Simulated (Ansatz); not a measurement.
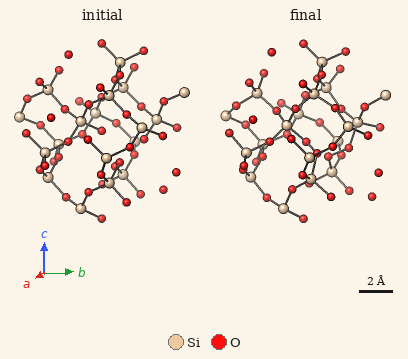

The structure of a defect cell of composition Si₂₃O₄₈ before (left) and after (right) a relaxation, at one scale.

A ball-and-stick model of the atoms within 5.8 Å of the atom that moves most (axes of the cell of the calculation (origin shifted)), seen slightly off an axis.

The calculation used DFT, PBEsol, PAW, plane waves (Ansatz 0.2.0). Settings: plane-wave cutoff 420 eV; k-point mesh 1 × 1 × 1; mesh shifted by (0.25, 0.25, 0.25); no spin polarisation; atoms relaxed in a fixed cell; force threshold 0.03 eV/Å; at most 80 steps.

**Summarise the run.**

Over 13 geometry steps the energy falls by 5.155 eV per cell of the calculation. The largest force component goes from 3.2 to 0.015 eV/Å. The largest moves, 0.84 Å, are those of O atoms. By element the largest moves are O 0.84 Å, Si 0.41 Å. The lattice vectors keep their values. Among the contacts that change: O–O 2.667 → 1.462 Å, O–Si 1.616 → 1.700 Å, O–Si 1.597 → 1.676 Å, O–Si 1.583 → 1.655 Å. New bonds form: O–O (2.67 → 1.46 Å). Bond angles that change, for instance: Si–O–Si 143.7° → 131.6°, Si–O–Si 143.0° → 131.3°, O–Si–O 111.0° → 99.7°. The run took 4.6 min on 7 threads of Arm Neoverse-V2, peak memory 1.8 GiB.
